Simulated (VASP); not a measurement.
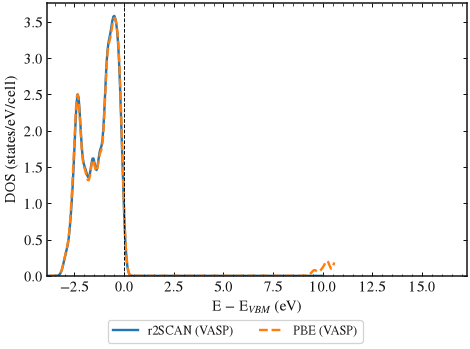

Total densities of states of LiF, space group I4/mmm, 2 atoms in the cell, rocksalt type, uniaxial (z) strain +1.0%, by two methods on the same cell. The curves are built from the levels of the k mesh with Gaussians 0.3 eV wide, which also blur the band edges. Each is counted from its own valence-band top.

> How do the methods compare?

r2SCAN (VASP) gives a gap of 10.44 eV and PBE (VASP) gives a gap of 9.25 eV.

Settings. r2SCAN (VASP): DFT, r2SCAN, plane waves, PAW, 10×10×10 k mesh, 520 eV cutoff, Gaussian smearing of 0.01 eV (VASP 6.6.1). PBE (VASP): DFT, PBE, plane waves, PAW, 10×10×10 k mesh, 520 eV cutoff, Fermi-Dirac smearing of 0.02 eV (VASP 6.6.1).
